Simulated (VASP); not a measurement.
# Geometry relaxation, with input and output: C

The run: geometry relaxation of C (2 atoms in the cell). Method and program: DFT, plane waves, PAW, settings varied from a PBE run (VASP 6.6.1).

The structure was built on a prototype by a generator.

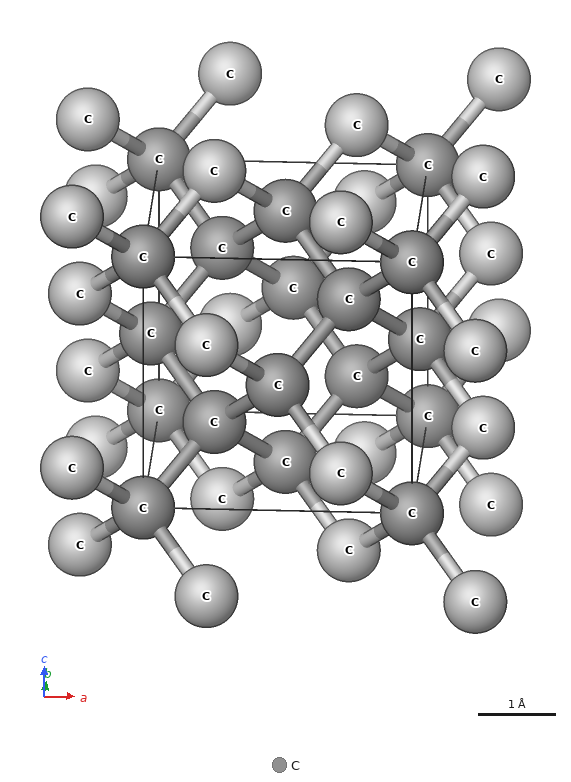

*The starting structure (ball-and-stick view of the cell 4 times as large as that of the calculation, set on its symmetry axes, seen at an oblique angle; neighbours outside the cell are drawn fainter).*

Near neighbours in the crystal (not all of them lie inside the picture): C has 4 C at 1.52 Å.

### Key numbers

- outcome: converged
- space group (tolerance 0.01 Å): Fd-3m (227)
- electrons treated: 8
- free energy: −18.1884 eV
- Fermi energy: 10.139 eV
- pressure: −0.30 GPa
- final volume: 11.40 Å³
- largest force (length of the vector) at the end: under 0.001 eV/Å
- final cell: a = 2.526 Å, b = 2.526 Å, c = 2.526 Å, α = 60.00°, β = 60.00°, γ = 60.00°
- hardware: 1 CPU thread, shared host
- wall time: 28 s
- peak memory: 0.13 GiB

Settings chosen away from the usual ones: LREAL = Auto; EDIFFG = -0.02; NELM = 76. The volume changed by more than 5 % on the plane waves of the start, so the result carries a basis error; a second relaxation from the end is advised.

### INCAR
```
ENCUT = 600.000000
SIGMA = 0.020000
EDIFF = 1.00e-07
GGA = PE
PREC = Accurate
IBRION = 2
ISIF = 3
ISMEAR = -1
NBANDS = 11
NSW = 40
LASPH = .TRUE.
LCHARG = .FALSE.
LWAVE = .FALSE.
LREAL = Auto
EDIFFG = -0.02
NELM = 76
```

### KPOINTS
```
KPOINTS created by Atomic Simulation Environment
0
Gamma
12 12 12
0 0 0
```

### POSCAR
```
C
 1.0000000000000000
     0.0000000000000000    1.7551448183000000    1.7551448183000000
     1.7551448183000000    0.0000000000000000    1.7551448183000000
     1.7551448183000000    1.7551448183000000    0.0000000000000000
 C
   2
Cartesian
  0.0000000000000000  0.0000000000000000  0.0000000000000000
  0.8775724091500000  0.8775724091500000  0.8775724091500000
```

Launch command:
```bash
mpirun -np 1 vasp_std
```

### OSZICAR
```
N       E                     dE             d eps       ncg     rms          rms(c)
DAV:   1     0.371744746211E+01    0.37174E+01   -0.52834E+03  1624   0.804E+02
DAV:   2    -0.184386627874E+02   -0.22156E+02   -0.21385E+02  2115   0.137E+02
DAV:   3    -0.188786805985E+02   -0.44002E+00   -0.43893E+00  1863   0.151E+01
DAV:   4    -0.188794026732E+02   -0.72207E-03   -0.72206E-03  1709   0.749E-01
DAV:   5    -0.188794034923E+02   -0.81913E-06   -0.81908E-06  1796   0.240E-02    0.588E+00
DAV:   6    -0.183284753413E+02    0.55093E+00   -0.28724E-01  1620   0.382E+00    0.351E+00
DAV:   7    -0.181432721205E+02    0.18520E+00   -0.34697E-01  1704   0.425E+00    0.828E-01
DAV:   8    -0.181452148233E+02   -0.19427E-02   -0.95885E-03  1668   0.745E-01    0.451E-02
DAV:   9    -0.181452500124E+02   -0.35189E-04   -0.61314E-05  1870   0.635E-02    0.252E-02
DAV:  10    -0.181452707124E+02   -0.20700E-04   -0.14857E-05  1698   0.346E-02    0.532E-03
DAV:  11    -0.181452708048E+02   -0.92437E-07   -0.25144E-07  1952   0.462E-03
   1 F= -.18145271E+02 E0= -.18145271E+02  d E =-.181453E+02
       N       E                     dE             d eps       ncg     rms          rms(c)
DAV:   1    -0.181853372766E+02   -0.40067E-01   -0.36907E+00  1596   0.151E+01    0.175E+00
DAV:   2    -0.181414707402E+02    0.43867E-01   -0.44394E-02  1644   0.164E+00    0.990E-01
DAV:   3    -0.181230262785E+02    0.18444E-01   -0.28172E-02  1647   0.115E+00    0.123E-01
DAV:   4    -0.181230100196E+02    0.16259E-04   -0.46973E-04  1701   0.185E-01    0.101E-01
DAV:   5    -0.181229474325E+02    0.62587E-04   -0.21100E-05  1613   0.455E-02    0.117E-02
DAV:   6    -0.181229454640E+02    0.19685E-05   -0.87966E-07  1749   0.986E-03    0.580E-03
DAV:   7    -0.181229451151E+02    0.34891E-06   -0.76829E-08  1134   0.252E-03    0.974E-04
DAV:   8    -0.181229450842E+02    0.30902E-07   -0.10677E-08   819   0.104E-03
   2 F= -.18122945E+02 E0= -.18122945E+02  d E =0.223257E-01
       N       E                     dE             d eps       ncg     rms          rms(c)
DAV:   1    -0.182080868653E+02   -0.85142E-01   -0.11996E+00  1598   0.897E+00    0.995E-01
DAV:   2    -0.181942896326E+02    0.13797E-01   -0.15465E-02  1659   0.990E-01    0.564E-01
DAV:   3    -0.181884180493E+02    0.58716E-02   -0.90560E-03  1638   0.653E-01    0.810E-02
DAV:   4    -0.181884135368E+02    0.45125E-05   -0.13592E-04  1713   0.101E-01    0.643E-02
DAV:   5    -0.181883978302E+02    0.15707E-04   -0.65031E-06  1607   0.258E-02    0.551E-03
DAV:   6    -0.181883983023E+02   -0.47211E-06   -0.16710E-07  1713   0.402E-03    0.259E-03
DAV:   7    -0.181883982992E+02    0.30630E-08   -0.16936E-08   810   0.117E-03
   3 F= -.18188398E+02 E0= -.18188398E+02  d E =-.431275E-01
```

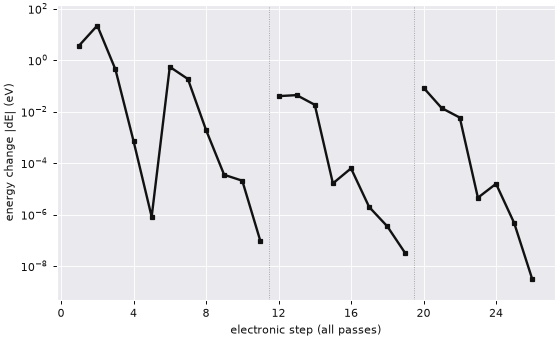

*Convergence of the self-consistent field: energy change |dE| against the electronic step. Each stretch between dotted lines is the SCF of one geometry step of a relaxation.*

The 3 ionic steps take 7 to 11 electronic steps each. The density is held fixed in the first few steps, and dE rises again when its update begins.

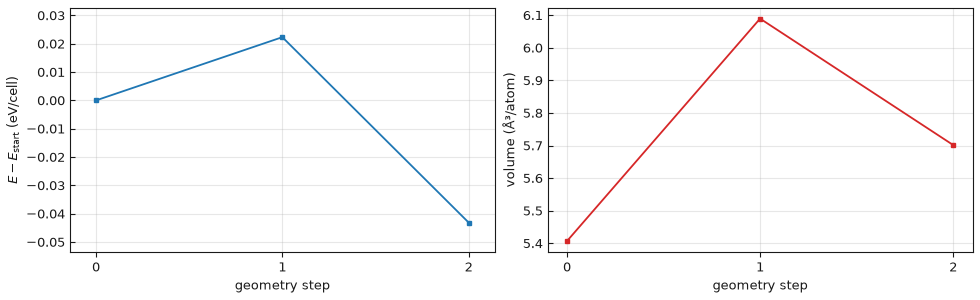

*Progress of the relaxation, step by step (steps are counted from 0).*

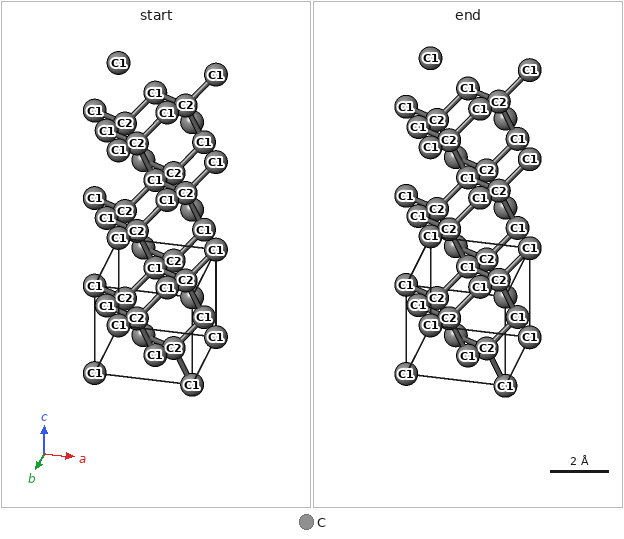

*Before (left) and after (right) the relaxation, at one scale (ball-and-stick view of the cell 4 times as large as that of the calculation, set on its symmetry axes, repeated 1 × 1 × 3, seen at an oblique angle).*

The energy falls by 43.1 meV per cell of the calculation in 2 geometry steps. All forces vanish by symmetry, so only the cell relaxes. The atoms keep their places relative to the cell (all moves are under 0.005 Å). The volume changes by +5.5 %, with a = b = c 3.510 → 3.573 Å (+1.8 %). Among the contacts that change: C1–C2 1.520 → 1.547 Å. The space group stays Fd-3m (No. 227). (Atoms are counted from 1 in the order of the input.)

### Parts of OUTCAR
```
k-points           NKPTS =     72   k-points in BZ     NKDIM =     72   number of bands    NBANDS=     11

   NELECT =       8.0000    total number of electrons

   dimension x,y,z NGX =    20 NGY =   20 NGZ =   20
   dimension x,y,z NGXF=    40 NGYF=   40 NGZF=   40

  energy-cutoff  :      600.00
  volume of cell :       11.40
      direct lattice vectors                 reciprocal lattice vectors
    -0.000000000  1.786484137  1.786484137    -0.279879339  0.279879339  0.279879339
     1.786484137  0.000000000  1.786484137     0.279879339 -0.279879339  0.279879339
     1.786484137  1.786484137 -0.000000000     0.279879339  0.279879339 -0.279879339

 k-points in reciprocal lattice and weights: KPOINTS created by Atomic Simulation Env
   0.00000000  0.00000000  0.00000000       0.001
   0.08333333  0.00000000  0.00000000       0.005
   0.16666667  0.00000000  0.00000000       0.005
   0.25000000  0.00000000  0.00000000       0.005
   0.33333333  0.00000000  0.00000000       0.005
   0.41666667  0.00000000  0.00000000       0.005
   0.50000000  0.00000000  0.00000000       0.002
   0.08333333  0.08333333  0.00000000       0.003
   0.16666667  0.08333333  0.00000000       0.014
   0.25000000  0.08333333  0.00000000       0.014
   0.33333333  0.08333333  0.00000000       0.014
   0.41666667  0.08333333  0.00000000       0.014
   0.50000000  0.08333333  0.00000000       0.014
  -0.41666667  0.08333333  0.00000000       0.014
  -0.33333333  0.08333333  0.00000000       0.014
  -0.25000000  0.08333333  0.00000000       0.014
  -0.16666667  0.08333333  0.00000000       0.014
  -0.08333333  0.08333333  0.00000000       0.007
   0.16666667  0.16666667  0.00000000       0.003
   0.25000000  0.16666667  0.00000000       0.014
   0.33333333  0.16666667  0.00000000       0.014
   0.41666667  0.16666667  0.00000000       0.014
   0.50000000  0.16666667  0.00000000       0.014
  -0.41666667  0.16666667  0.00000000       0.014
  -0.33333333  0.16666667  0.00000000       0.014
  -0.25000000  0.16666667  0.00000000       0.014
  -0.16666667  0.16666667  0.00000000       0.007
   0.25000000  0.25000000  0.00000000       0.003
   0.33333333  0.25000000  0.00000000       0.014
   0.41666667  0.25000000  0.00000000       0.014
   0.50000000  0.25000000  0.00000000       0.014
  -0.41666667  0.25000000  0.00000000       0.014
  -0.33333333  0.25000000  0.00000000       0.014
  -0.25000000  0.25000000  0.00000000       0.007
   0.33333333  0.33333333  0.00000000       0.003
   0.41666667  0.33333333  0.00000000       0.014
   0.50000000  0.33333333  0.00000000       0.014
  -0.41666667  0.33333333  0.00000000       0.014
  -0.33333333  0.33333333  0.00000000       0.007
   0.41666667  0.41666667  0.00000000       0.003
   0.50000000  0.41666667  0.00000000       0.014
  -0.41666667  0.41666667  0.00000000       0.007
   0.50000000  0.50000000  0.00000000       0.002
   0.25000000  0.16666667  0.08333333       0.014
   0.33333333  0.16666667  0.08333333       0.028
   0.41666667  0.16666667  0.08333333       0.028
   0.50000000  0.16666667  0.08333333       0.028
  -0.41666667  0.16666667  0.08333333       0.014
   0.33333333  0.25000000  0.08333333       0.014
   0.41666667  0.25000000  0.08333333       0.028
   0.50000000  0.25000000  0.08333333       0.028
  -0.41666667  0.25000000  0.08333333       0.028
  -0.33333333  0.25000000  0.08333333       0.028
  -0.25000000  0.25000000  0.08333333       0.028
  -0.16666667  0.25000000  0.08333333       0.014
   0.41666667  0.33333333  0.08333333       0.014
   0.50000000  0.33333333  0.08333333       0.028
  -0.41666667  0.33333333  0.08333333       0.028
  -0.33333333  0.33333333  0.08333333       0.028
  -0.25000000  0.33333333  0.08333333       0.014
   0.50000000  0.41666667  0.08333333       0.014
  -0.41666667  0.41666667  0.08333333       0.028
  -0.33333333  0.41666667  0.08333333       0.014
  -0.41666667  0.50000000  0.08333333       0.007
   0.50000000  0.33333333  0.16666667       0.014
  -0.41666667  0.33333333  0.16666667       0.028
  -0.33333333  0.33333333  0.16666667       0.014
  -0.41666667  0.41666667  0.16666667       0.014
  -0.33333333  0.41666667  0.16666667       0.028
  -0.25000000  0.41666667  0.16666667       0.014
  -0.33333333  0.50000000  0.16666667       0.007
  -0.25000000  0.50000000  0.25000000       0.003

 E-fermi :  10.1395

 k-point     1 :       0.0000    0.0000    0.0000
  band No.  band energies     occupation
      1     -11.7533      2.00000
      2       9.6533      2.00000
      3       9.6533      2.00000
      4       9.6533      2.00000
      5      15.2290      0.00000
      6      15.2290      0.00000
      7      15.2291      0.00000
      8      22.8651      0.00000
      9      28.8816      0.00000
     10      36.1316      0.00000
     11      36.1316      0.00000

 k-point     2 :       0.0833    0.0000    0.0000
  band No.  band energies     occupation
      1     -11.5616      2.00000
      2       8.4325      2.00000
      3       9.3327      2.00000
      4       9.3327      2.00000
      5      15.6494      0.00000
      6      15.6494      0.00000
      7      15.9374      0.00000
      8      23.0337      0.00000
      9      29.2011      0.00000
     10      34.0159      0.00000
     11      34.0159      0.00000

 k-point     3 :       0.1667    0.0000    0.0000
  band No.  band energies     occupation
      1     -10.9892      2.00000
      2       5.9117      2.00000
      3       8.6358      2.00000
      4       8.6358      2.00000
      5      16.5635      0.00000
      6      16.5635      0.00000
      7      17.0133      0.00000
      8      23.5197      0.00000
      9      29.8694      0.00000
     10      32.4258      0.00000
     11      32.4258      0.00000

 k-point     4 :       0.2500    0.0000    0.0000
  band No.  band energies     occupation
      1     -10.0444      2.00000
      2       3.0870      2.00000
      3       7.9167      2.00000
      4       7.9167      2.00000
      5      17.4175      0.00000
      6      17.4175      0.00000
      7      17.7497      0.00000
      8      24.2030      0.00000
      9      30.2957      0.00000
     10      32.0083      0.00000
     11      32.0083      0.00000

 k-point     5 :       0.3333    0.0000    0.0000
  band No.  band energies     occupation
      1      -8.7491      2.00000
      2       0.3185      2.00000
      3       7.3457      2.00000
      4       7.3457      2.00000
      5      17.9052      0.00000
      6      17.9052      0.00000
      7      18.1621      0.00000
      8      24.8362      0.00000
      9      30.5285      0.00000
     10      32.8307      0.00000
     11      32.8307      0.00000

 [... the levels of 66 k-points are left out ...]

 k-point    72 :      -0.2500    0.5000    0.2500
  band No.  band energies     occupation
      1      -2.2911      2.00000
      2      -2.2911      2.00000
      3       1.3760      2.00000
      4       1.3760      2.00000
      5      20.2518      0.00000
      6      20.2518      0.00000
      7      21.9028      0.00000
      8      21.9028      0.00000
      9      30.8953      0.00000
     10      30.8953      0.00000
     11      39.9887      0.00000

  Total       -0.0216062     -0.0216062     -0.0216062     -0.0000000     -0.0000000      0.0000000
  in kB       -3.0357123     -3.0357123     -3.0357123     -0.0000000     -0.0000000      0.0000000
  external PRESSURE =      -3.0357123 kB  Pullay stress =       0.0000000 kB

 POSITION                                       TOTAL-FORCE (eV/Angst)
 -----------------------------------------------------------------------------------
      0.00000      0.00000     -0.00000         0.000000      0.000000      0.000000
      0.89324      0.89324      0.89324        -0.000000     -0.000000     -0.000000
 -----------------------------------------------------------------------------------
    total drift:                                0.000000      0.000000      0.000000

  FREE ENERGIE OF THE ION-ELECTRON SYSTEM (eV)
  ---------------------------------------------------
  free  energy   TOTEN  =       -18.1883982992 eV

  energy  without entropy=      -18.1883982992  energy(sigma->0) =      -18.18839830
```

### CONTCAR
```
C
   1.00000000000000
    -0.0000000000000000    1.7864841372893339    1.7864841372893339
     1.7864841372893339    0.0000000000000000    1.7864841372893339
     1.7864841372893339    1.7864841372893339   -0.0000000000000000
  C
     2
Direct
     0.0000000000000000    0.0000000000000000    0.0000000000000000
     0.2500000000000000    0.2500000000000000    0.2500000000000000

  0.00000000E+00  0.00000000E+00  0.00000000E+00
  0.00000000E+00  0.00000000E+00  0.00000000E+00
```

### Trajectory as extended XYZ (Å, eV, eV/Å), 3 frames, from step=None to step=None
```
2
Lattice="0.0000 1.7551 1.7551 1.7551 0.0000 1.7551 1.7551 1.7551 0.0000" Properties=species:S:1:pos:R:3:forces:R:3 step=None energy=-18.14527
C     0.0000    0.0000    0.0000    0.0000   0.0000   0.0000
C     0.8776    0.8776    0.8776    0.0000   0.0000   0.0000
2
Lattice="-0.0000 1.8261 1.8261 1.8261 0.0000 1.8261 1.8261 1.8261 -0.0000" Properties=species:S:1:pos:R:3:forces:R:3 step=None energy=-18.12295
C     1.8261    1.8261    3.6522    0.0000   0.0000   0.0000
C     0.9131    0.9131    0.9131    0.0000   0.0000   0.0000
2
Lattice="-0.0000 1.7865 1.7865 1.7865 0.0000 1.7865 1.7865 1.7865 -0.0000" Properties=species:S:1:pos:R:3:forces:R:3 step=None energy=-18.18840
C     0.0000    0.0000    0.0000    0.0000   0.0000   0.0000
C     0.8932    0.8932    0.8932    0.0000   0.0000   0.0000
```
